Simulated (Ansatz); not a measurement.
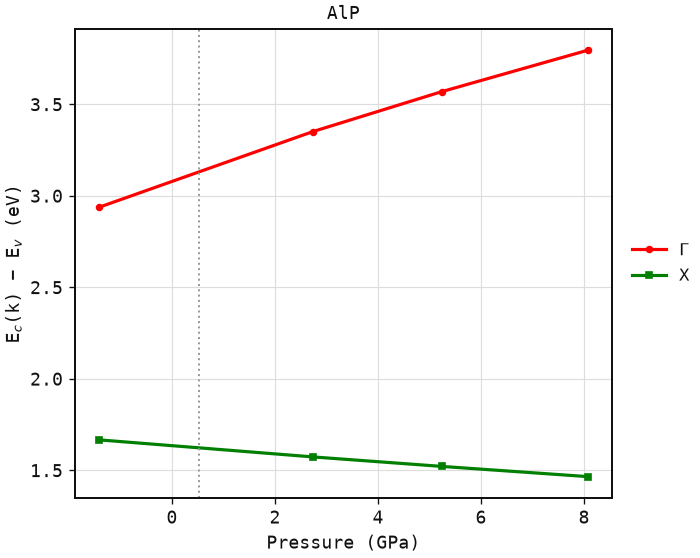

Lowest conduction level at Γ, counted from the valence-band top at Γ, and the lowest one over the whole k mesh, at X. One run is left out (dotted line).

System: zincblende AlP, space group F-43m, 2 atoms in the primitive cell. The cell is scaled uniformly. Ansatz 0.2.0; PBE, Ansatz PAW set, no spin polarisation, no spin-orbit coupling, 12×12×12 k mesh, 420 eV cutoff, Fermi-Dirac smearing of 0.03 eV.

```csv
pressure,Γ (eV),X (eV),volume (Å³/atom)
−1.4 GPa,2.94,1.67,21.26
2.7 GPa,3.35,1.57,20.25
5.2 GPa,3.57,1.52,19.74
8.1 GPa,3.79,1.46,19.23
```

### What does the missing run, at 0.5 GPa, give?

Fits through the other points give 3.14 eV at Γ (a parabola) and 1.62 eV at X (a straight line). The run itself gives 3.14 and 1.62 eV, within 0.01 eV of the estimates.

LDA, GGA and most meta-GGA functionals understate gaps.
